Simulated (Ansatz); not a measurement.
Input

```
crystal:
  lattice:
    - [5.567957175, 0.0, 0.0]
    - [0.0, 5.567957175, 0.0]
    - [0.0, 0.0, 5.567957175]
  atoms:
    - { symbol: Cd, position: [0.789331268, 0.789331268, 0.210668732] }
    - { symbol: Cd, position: [0.789331268, 0.210668732, 0.789331268] }
    - { symbol: Cd, position: [0.210668732, 0.789331268, 0.789331268] }
    - { symbol: Cd, position: [0.210668732, 0.210668732, 0.210668732] }
    - { symbol: S, position: [0.5, 0.0, 0.5] }
    - { symbol: S, position: [0.0, 0.5, 0.5] }
    - { symbol: S, position: [0.5, 0.5, 0.0] }
basis:
  ecutwfc: 420
kpoints:
  mp_grid: { grid: [6, 6, 6] }
hamiltonian:
  xc: pbe
scf:
  occupations: { method: gaussian, width: 0.02 }
output:
  forces: true
  stress: true
  eigenvalues: true
  write_density: true
  write_potential: true
  elf: true
  volumetric_format: npy
relax:
  adjacent_minimum: "off"
  f_tol: 0.01
  max_steps: 80
  cell: { stress_tol: 0.05 }
```

Command:

```sh
ansatz run input.yaml --threads 1 --pin off --max-ram 2560MiB --backend cpu --events-out ev --progress --plain --runs-dir out
```

Below, planes, directions and counts refer to the conventional cell (a = 5.58 Å, b = 5.58 Å, c = 5.58 Å, α = 90.00°, β = 90.00°, γ = 90.00°).

The fields are those of the run's last geometry, not of the input's.

Space group P-43m; a generated structure, not necessarily the stable one.

These are results of DFT PBE, scalar-relativistic, plane waves, PAW in Ansatz, not measurements.

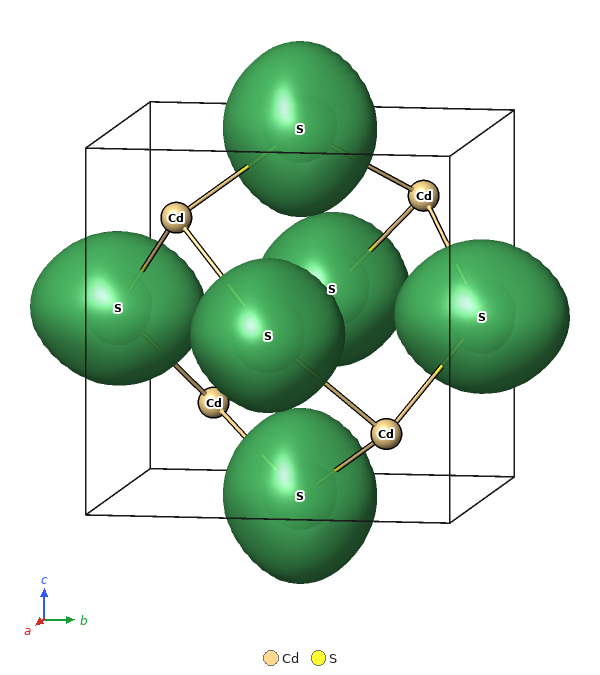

Cd₄S₃. Isosurface of the ELF at 0.7 (green), seen slightly off an axis. Only the valence region is drawn (cores and ρ < 0.01 e/Å³ removed). Sticks mark near contacts.

Q: Identify the bonds, lone pairs and shells in this picture.

A: At this value the surface marks out three regions wrapped around S (the valence shell of each), counted in one cell of 7 atoms. Any copies at cell faces, edges or corners count once.

Values along the shortest contacts:
Cd–S (2.56 Å): the ELF peaks at about 0.90 in the valence shell of S, 0.8 Å from its nucleus, and is about 0.30 at the midpoint.

Q: Does the calculation make it a metal, or give it a gap?

A: It is gapped, with a Kohn–Sham gap of 0.60 eV on the k-point mesh, an upper bound to the gap of this method.
